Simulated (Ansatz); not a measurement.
This input was run:

```
crystal:
  lattice:
    - [3.5788398331, 0.0, 0.0]
    - [-1.7894199165, 3.0993662115, 0.0]
    - [0.0, 0.0, 25.2273867059]
  atoms:
    - { symbol: Eu, position: [0.3333333333, 0.6666666667, 0.2999335009], spin: 7.4, spin_axis: [0.0, 0.0, 1.0] }
    - { symbol: O, position: [0.6666666667, 0.3333333333, 0.3570890796] }
    - { symbol: Eu, position: [0.0, 0.0, 0.4161669834], spin: 7.19, spin_axis: [0.0, 0.0, 1.0] }
    - { symbol: O, position: [0.3333333333, 0.6666666667, 0.4708420394] }
    - { symbol: Eu, position: [0.6666666667, 0.3333333333, 0.5344792269], spin: 7.05, spin_axis: [0.0, 0.0, 1.0] }
    - { symbol: O, position: [0.0, 0.0, 0.5809497781] }
    - { symbol: Eu, position: [0.3333333333, 0.6666666667, 0.656219996], spin: 6.72, spin_axis: [0.0, 0.0, 1.0] }
    - { symbol: O, position: [0.6666666667, 0.3333333333, 0.6843193957] }
basis:
  ecutwfc: 420
kpoints:
  mp_grid: { grid: [12, 12, 1] }
  band_path:
    path:
      - [0.5, 0, 0]
      - [0, 0, 0]
      - [0.3333333333333, 0.3333333333333, 0]
      - [0.5, 0, 0]
    npoints: 12
hamiltonian:
  xc: pbe
scf:
  occupations: { method: gaussian, width: 0.1 }
  lower_state_search: "off"
  n_extra_bands: 84
output:
  forces: true
  eigenvalues: true
  hubbard: { sites: [{ species: Eu, l: f }] }
  populations: true
  fatbands: true
  write_density: true
  write_potential: true
  elf: true
  volumetric_format: npy
magnetization:
  noncollinear: true
  spin_orbit: true
efield:
  axis: 3
  dipole_correction: true
  ramp_width: 0.04
checkpoint:
  read: start.run
  write: ck
  compress: false
  write_wavefunctions: false
  write_every: 100000
```

Launched with:
```bash
ansatz run input.yaml --threads 4 --pin off --max-ram 10240MiB --backend cpu --events-out ev --progress --plain --runs-dir out
```

What does the calculation give for the electronic structure? The path is M–Γ–K–M.

A metal: bands cross the Fermi level along this path. The last band that the electron count would fill rises to 0.11 eV above the Fermi level at K, leaving holes there, and the next band dips to 0.06 eV below it between M and Γ, holding electrons: an overlap of 0.17 eV, small enough to call it a semimetal. 27 bands within 1.5 eV of the Fermi level are narrower than 0.3 eV along the path; they lie between −1.1 and 0.1 eV and signal localised states.

The run is magnetic, with a net spin moment of 27.5 μB a cell, so time reversal doesn't pair the spinor levels. The run may have settled in a state above the lowest, so this need not be the ground state.

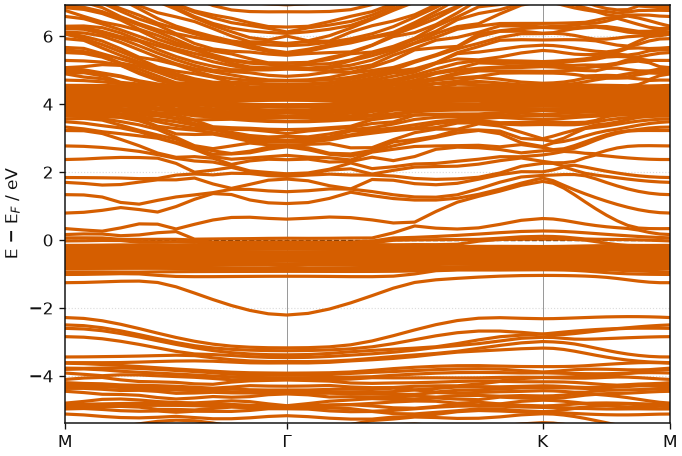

Band structure. Energies are counted from the Fermi level.
